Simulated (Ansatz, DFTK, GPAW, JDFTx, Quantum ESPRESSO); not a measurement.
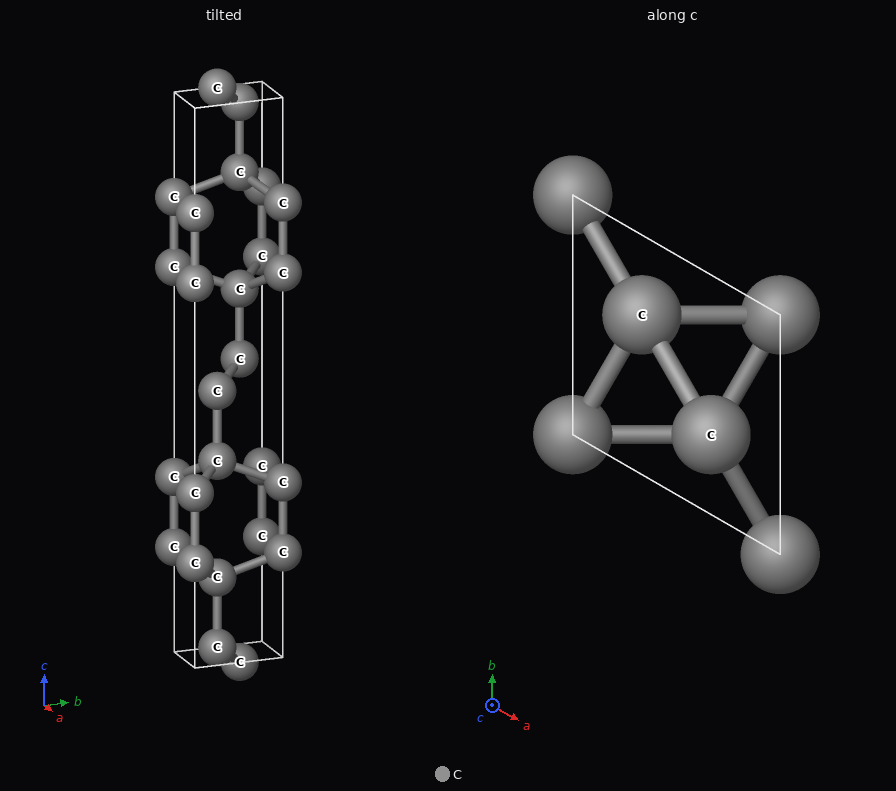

C, space group P6₃/mmc (No. 194), a = 2.522 Å, b = 2.522 Å, c = 12.356 Å, α = 90.00°, β = 90.00°, γ = 120.00°. We look at a ball-and-stick model of the crystal slightly off an axis and along the c axis. The lines enclose the conventional unit cell; boundary atoms appear with their images. The cell is an entry, possibly a prediction, of the Crystallography Open Database.

One fixed geometry in five programs or potential sets. Alike in all runs: functional PBE; k mesh 12 × 12 × 3 on the run's cell of 12 atoms; occupations fermi-dirac, width 0.05 eV; no spin polarisation; no spin-orbit coupling.

```tsv
program	gap (eV)	pressure (GPa)
JDFTx (PseudoDojo 0.5 standard)	4.43	2.1
DFTK (PseudoDojo 0.4.1 standard)	4.43	2.2
Quantum ESPRESSO (SSSP 1.3 efficiency)	?	?
GPAW (PAW data 1.2.1)	4.38	1.7
Ansatz LAPW (all-electron)	4.39	2.1
```

### What does Quantum ESPRESSO (SSSP 1.3 efficiency) give?

A gap of 4.39 eV and a pressure of 2.2 GPa. The other rows span 4.38 to 4.43 eV and 1.7 to 2.2 GPa.

Gaps are the least found on the k-mesh; a mesh with odd divisions misses some points on the zone boundary, so where the band edges lie there the true gap is smaller. Plane-wave pressures hold the error of each finite cutoff.

Notes on single rows: JDFTx (PseudoDojo 0.5 standard): the empty levels aren't tightly converged.
